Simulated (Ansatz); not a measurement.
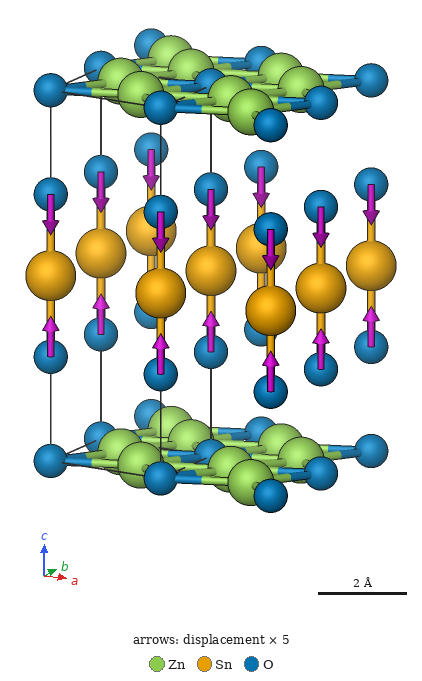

A relaxation of a crystal of Zn2SnO3 (a generated structure, set up in P6/mmm) (coarse preliminary run). The starting structure is drawn; purple arrows show the displacements (the part carried along by the change of the cell is left out), magnified 5 times.

Style: ball-and-stick. Shown: the cell of the calculation, repeated 2 × 2 × 1 with one cell outlined, slightly off an axis.

Method: DFT PBE, scalar-relativistic, plane waves, PAW (Ansatz). Settings: plane-wave cutoff 420 eV; k-point mesh 6 × 6 × 2; occupations gaussian; smearing width 0.1 eV; no spin polarisation; cell and atoms relaxed; force threshold 0.04 eV/Å; at most 70 steps.

What did the optimiser do to the structure, and how much energy did it gain?

After 5 accepted moves (7 points after the start) the energy has fallen by 0.894 eV per cell of the calculation. Largest force component: 0.049 eV/Å at the start, 0.0086 eV/Å at the end. The pressure goes from 11.88 to 0.10 GPa. At 2 points the geometry stayed and the basis and grid were re-selected for the new cell (energy shift of 0.143 eV per cell of the calculation at most each time). The largest moves relative to the cell, 0.19 Å, are those of O atoms. Zn and Sn stay in place. The volume changes by +29.4 %, with a = b 3.744 → 4.073 Å (+8.8 %), c 8.556 → 9.358 Å (+9.4 %). Among the contacts that change: Zn–Zn 2.162 → 2.352 Å, O–Zn 2.162 → 2.352 Å, O–Sn 1.875 → 1.859 Å. The space group stays P6/mmm (No. 191).

Limits of the set-up: layers or molecules are held without a dispersion correction, so their spacing is unreliable.
